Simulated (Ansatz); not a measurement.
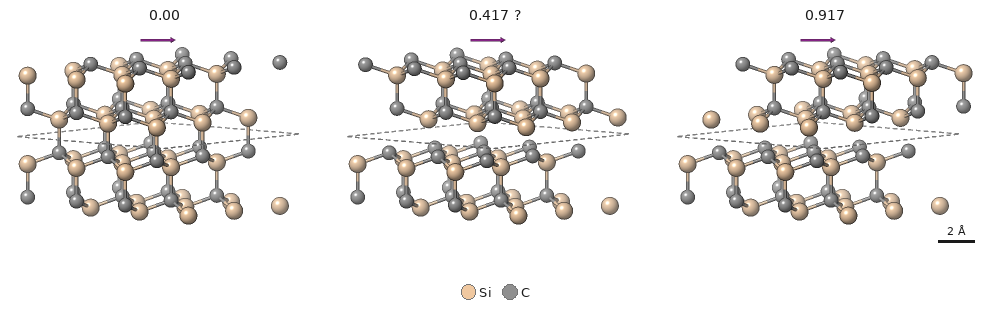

Crystalline SiC (P6_3mc): the crystal above a cut along the (0 0 1) plane of the conventional cell (between a plane of C below and one of Si above, 1.90 Å apart) is slid rigidly by fractions of an in-plane lattice vector 5.36 Å long (a generalised stacking fault). One cut stands in each cell, which starts 10.1 Å high; nothing is relaxed, and the dashed outline marks the cut, the arrow on top the direction of slip. The picture is a ball-and-stick view of the layers on both sides of the cut, seen from the side, nearly along the cut plane.

These are results of DFT PBE, scalar-relativistic, plane waves, PAW (Ansatz), not measurements. Set-up: plane-wave cutoff 420 eV; k-point mesh 10 × 10 × 3; occupations gaussian; smearing width 0.05 eV; no spin polarisation. Energies (free energies at the smearing named) are counted from the relaxed crystal.

| slip (fraction of the lattice vector) | γ (mJ/m²) |
| --- | --- |
| 0.0000 | 0 |
| 0.0833 | 579 |
| 0.1667 | 2278 |
| 0.2500 | 4548 |
| 0.3333 | 5804 |
| 0.4167 | ? |
| 0.5000 | 3962 |
| 0.5833 | 3738 |
| 0.6667 | 3888 |
| 0.7500 | 3404 |
| 0.8333 | 1966 |
| 0.9167 | 546 |

Estimate the missing energy from the other rows, and compare with the calculation.

A straight line between the two neighbours gives 4882 mJ/m². A cubic through the four nearest rows (0.2500, 0.3333, 0.5000, 0.5833) gives, with Lagrange weights, (−0.1667)(4548) + (0.6664)(5804) + (0.6672)(3962) + (−0.1669)(3738) = 5129 mJ/m². The calculation gives 4971 mJ/m², so the cubic is 158 mJ/m² too high and the straight line 89 mJ/m² too low, as the curve bends downwards here.

The whole profile:

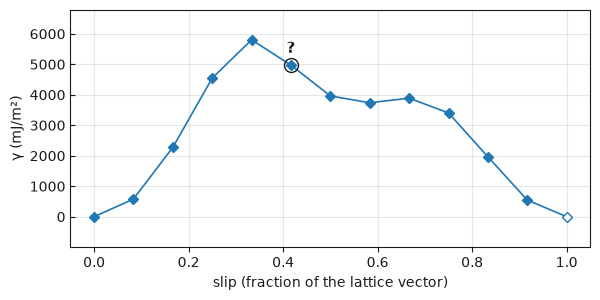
